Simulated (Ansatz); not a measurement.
Consider HW₈Se₁₆ (cell with a defect).

Input file:

```
crystal:
  lattice:
    - [3.2790405346, -5.6794648059, 0.0]
    - [3.2790405345, 5.6794648059, 0.0]
    - [0.0, 0.0, 12.7928277828]
  atoms:
    - { symbol: W, position: [0.6666666667, 0.3333333333, 0.2500161501] }
    - { symbol: W, position: [0.1666666667, 0.3333333333, 0.2500161501] }
    - { symbol: W, position: [0.6666666667, 0.8333333333, 0.2500161501] }
    - { symbol: W, position: [0.1666666667, 0.8333333333, 0.2500161501] }
    - { symbol: W, position: [0.3333333333, 0.1666666667, 0.7499838499] }
    - { symbol: W, position: [0.8333333333, 0.1666666667, 0.7499838499] }
    - { symbol: W, position: [0.3333333333, 0.6666666667, 0.7499838499] }
    - { symbol: W, position: [0.8333333333, 0.6666666667, 0.7499838499] }
    - { symbol: Se, position: [0.3333333333, 0.1666666667, 0.3816760043] }
    - { symbol: Se, position: [0.8333333333, 0.1666666667, 0.3816760043] }
    - { symbol: Se, position: [0.3333333333, 0.6666666667, 0.3816760043] }
    - { symbol: Se, position: [0.8333333333, 0.6666666667, 0.3816760043] }
    - { symbol: Se, position: [0.6666666667, 0.3333333333, 0.8816432762] }
    - { symbol: Se, position: [0.1627231928, 0.3401918924, 0.879843428], spin: 0.143 }
    - { symbol: Se, position: [0.6683285427, 0.8334086059, 0.8761411018], spin: 0.143 }
    - { symbol: Se, position: [0.1593329802, 0.8424747904, 0.8746796201], spin: 0.143 }
    - { symbol: Se, position: [0.3353273651, 0.1683563447, 0.1245805395], spin: 0.143 }
    - { symbol: Se, position: [0.829897219, 0.1555352578, 0.1207095735], spin: 0.143 }
    - { symbol: Se, position: [0.3333333333, 0.6666666667, 0.1183567238] }
    - { symbol: Se, position: [0.8449825806, 0.6717892867, 0.1238369101], spin: 0.143 }
    - { symbol: Se, position: [0.6666666667, 0.3333333333, 0.6183239957] }
    - { symbol: Se, position: [0.1666666667, 0.3333333333, 0.6183239957] }
    - { symbol: Se, position: [0.6666666667, 0.8333333333, 0.6183239957] }
    - { symbol: Se, position: [0.1666666667, 0.8333333333, 0.6183239957] }
    - { symbol: H, position: [0.0054614901, -0.0072110721, -0.0004124301], spin: 0.143 }
  host:
    lattice:
      - [3.2790405345, 0.0, 0.0]
      - [-1.6395202673, 2.8397324029, 0.0]
      - [0.0, 0.0, 12.7928277828]
    atoms:
      - { symbol: W, position: [0.6666666667, 0.3333333333, 0.2500161501] }
      - { symbol: W, position: [0.3333333333, 0.6666666667, 0.7499838499] }
      - { symbol: Se, position: [0.3333333333, 0.6666666667, 0.3816760043] }
      - { symbol: Se, position: [0.6666666667, 0.3333333333, 0.8816432762] }
      - { symbol: Se, position: [0.3333333333, 0.6666666667, 0.1183567238] }
      - { symbol: Se, position: [0.6666666667, 0.3333333333, 0.6183239957] }
basis:
  ecutwfc: 420
  xc_grid: 2
kpoints:
  mp_grid: { grid: [3, 3, 2], shift: [0.0, 0.0, 0.5] }
hamiltonian:
  xc: pbe
  dispersion: d3bj
scf:
  occupations: { method: gaussian, width: 0.01 }
output:
  forces: true
  stress: false
  eigenvalues: true
  populations: true
  charged_corrections:
    defect_position: [0.0, 0.0, 0.0]
    epsilon: [[15.7569, 0.0, 0.0], [0.0, 15.7569, 0.0], [0.0, 0.0, 8.2207]]
  write_density: true
  write_potential: true
  elf: true
  volumetric_format: npy
magnetization:
  spin_polarized: true
relax:
  adjacent_minimum: "off"
  f_tol: 0.025
  max_steps: 45
```

Command:

```sh
ansatz run input.yaml --threads 4 --pin off --max-ram 10240MiB --backend cpu --events-out ev --progress --plain --runs-dir out
```

The fields are those of the run's last geometry, not of the input's.

Spin-polarised.

These are results of DFT PBE+D3(BJ), scalar-relativistic, plane waves, PAW in Ansatz 0.2.0, not measurements.

Q: What will maps of the valence pseudo-density and electron localisation function show?

A: Se–H (1.64 Å): ρ at the midpoint is about 1.1 e/Å³; the ELF climbs to about 1 towards the hydrogen, as it does in any bond to H.
W–Se (2.52 Å): ρ is about 0.57 e/Å³ halfway; the ELF is about 0.50 at the midpoint.
W–Se (2.67 Å): ρ at the midpoint is about 0.4 e/Å³; the ELF is about 0.40 at the midpoint.

Q: Does the calculation make it a metal, or give it a gap?

A: It is gapless in this calculation (a metal or semimetal).

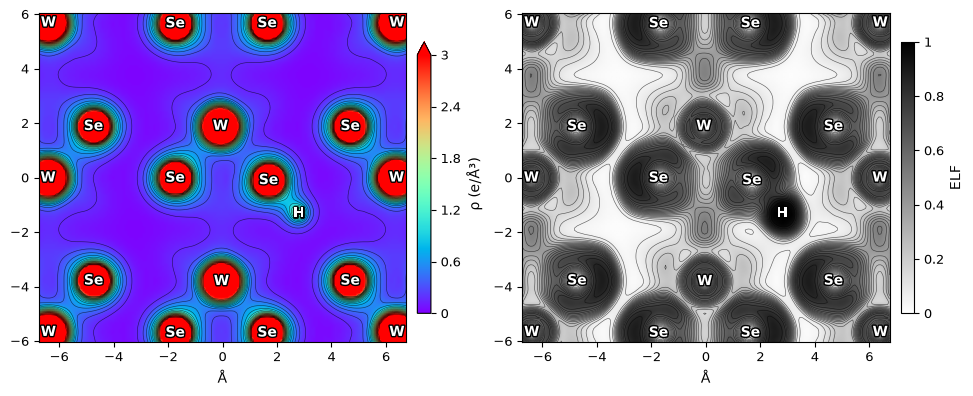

Computed valence pseudo-density and electron localisation function on the (110) plane of the calculation cell, in this order. 
